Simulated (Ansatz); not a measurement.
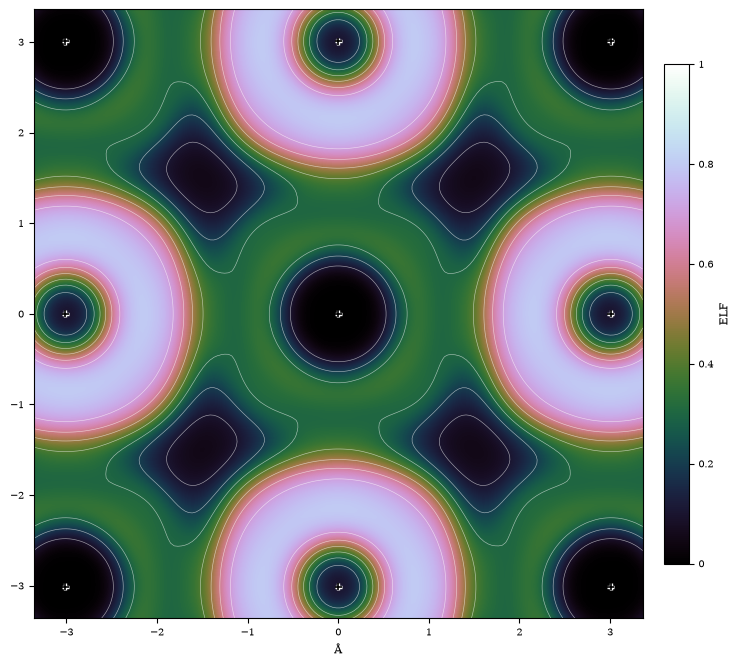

The ELF on a plane through atoms (crosses mark nuclei in the plane).

All numbers below come from DFT r2SCAN, scalar-relativistic, plane waves, PAW (Ansatz 0.2.0).

Candidates:
A. SnSe, a = 6.02 Å, b = 6.02 Å, c = 6.02 Å, α = 90.00°, β = 90.00°, γ = 90.00°. Space group Fm-3m.
B. Al3Ni2, a = 3.93 Å, b = 3.93 Å, c = 4.90 Å, α = 90.00°, β = 90.00°, γ = 120.00°. Space group P-3m1; a structure from a database of computed crystals, not necessarily the ambient phase; changed on purpose from its base cell (biaxial strain in the a-b plane, c and atoms relaxed: -2.0 %); computed pressure about 5 GPa in this cell; computed without spin polarisation.
C. AlGa3N4, a = 4.47 Å, b = 4.47 Å, c = 4.47 Å, α = 90.00°, β = 90.00°, γ = 90.00°. Space group P-43m; a structure from a database of computed crystals, not necessarily the ambient phase.

Which system is this?

Answer. Candidate A: SnSe on the (001) plane of the conventional cell, which holds Sn and Se. Sn–Se (3.01 Å): the ELF is about 0.40 at the midpoint and 0.30 at its lowest between the atoms.
